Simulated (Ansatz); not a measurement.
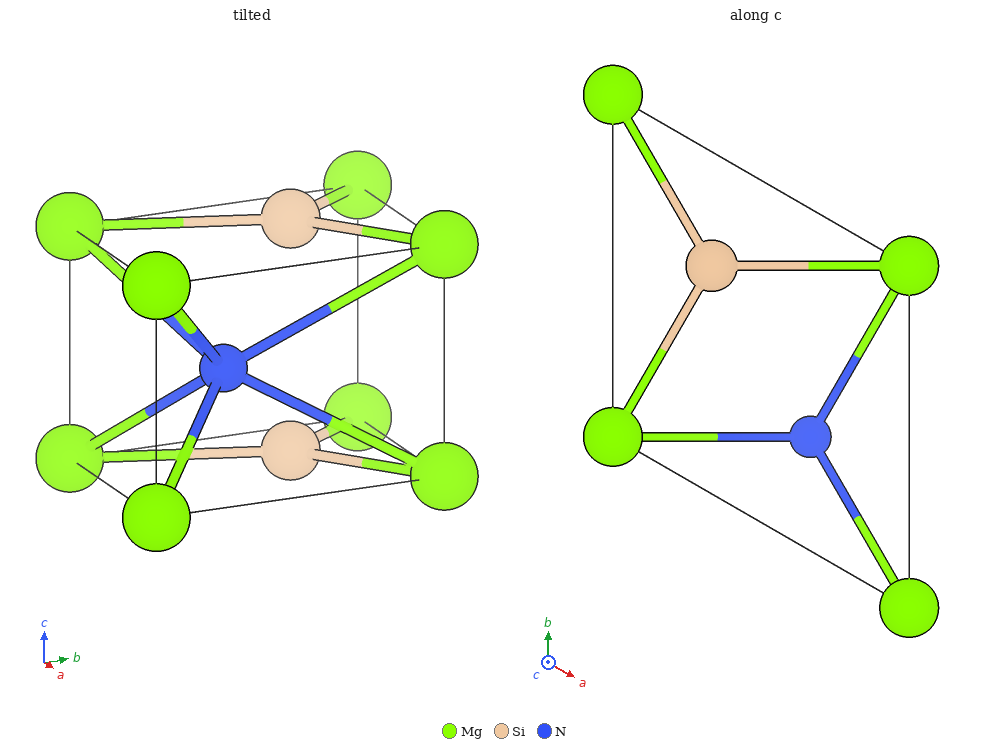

Ball-and-stick representation of a periodic structure, projected slightly off an axis and along the c axis. The frame is the conventional unit cell; atoms at its boundary are shown with their periodic copies. Cell: a = 4.38 Å, b = 4.38 Å, c = 2.62 Å, α = 90.00°, β = 90.00°, γ = 120.00°.

The initial geometry was a structure type filled with these elements by a generator (whether the compound takes this form wasn't checked). Earlier steps of the study may have refined or changed the cell and positions. Ansatz was used for an electronic-structure calculation on it.

### Caption:

The structure is one of MgSiN. It is primitive hexagonal, space group P-6m2 (No. 187). There are 3 atoms in the cell: 1 Mg, 1 Si, 1 N. Each Si atom is coordinated by three Mg in a trigonal planar arrangement at about 2.5 Å. Each N has six Mg at about 2.8 Å. The bonds build a three-dimensional framework.

Setup: DFT PBE, scalar-relativistic, plane waves, PAW in Ansatz; wavefunction cutoff 420 eV, a 12×12×16 sampling of the Brillouin zone, Gaussian smearing of 0.1 eV, no spin polarisation.

### What is the band gap, if any?

A metal: bands cross the Fermi level.

### List the Bader charges.

Mg +1.37 e; Si -0.41 e; N -0.97 e.

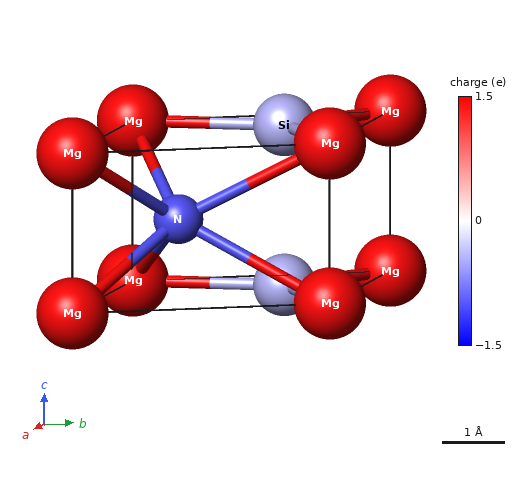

The atoms coloured by those charges. The run's cell of 3 atoms is drawn.

### Can this geometry be taken as optimised?

Yes. All forces vanish to within 0.01 eV/Å. The pressure is 0.0 GPa, close to zero.
